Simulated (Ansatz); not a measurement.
System: HfC.

```xyz
8
Lattice="4.5551 0.0000 0.0000 0.0000 4.5551 0.0000 0.0000 0.0000 4.5551" Properties=species:S:1:pos:R:3 pbc="T T T"
Hf    2.2775    0.0000    0.0000
Hf    0.0000    2.2775    0.0000
Hf    0.0000    0.0000    2.2775
Hf    2.2775    2.2775    2.2775
C     0.0000    0.0000    0.0000
C     2.2775    2.2775    0.0000
C     2.2775    0.0000    2.2775
C     0.0000    2.2775    2.2775
```

Space group Fm-3m; computed pressure about 17 GPa in this cell.

Method: Kohn-Sham DFT of a periodic cell, PBE, Ansatz PAW (Ansatz).

What will maps of the valence pseudo-density and electron localisation function show?

Hf–C (2.28 Å): the density is about 0.55 e/Å³ at the midpoint; the ELF peaks at about 0.80 in the valence shell of C, 0.7 Å from its nucleus, and is about 0.25 at the midpoint; no shared electron pair shows on this line.

Metal or insulator at this level of theory?

It is metallic or semimetallic at this level of theory: no gap opens.

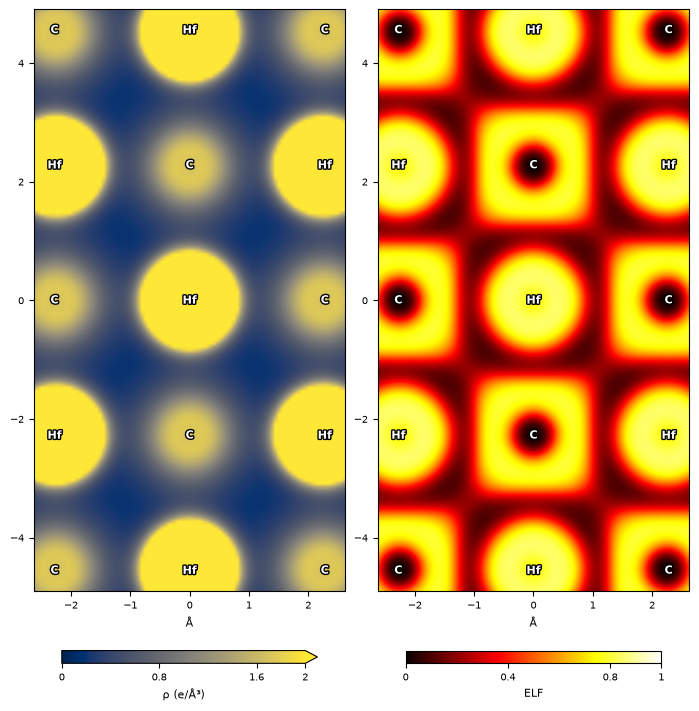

Computed valence pseudo-density and electron localisation function on the (100) plane of the conventional cell, in this order. 

In a PAW calculation such maps are meaningful between the atoms, not at the nuclei.
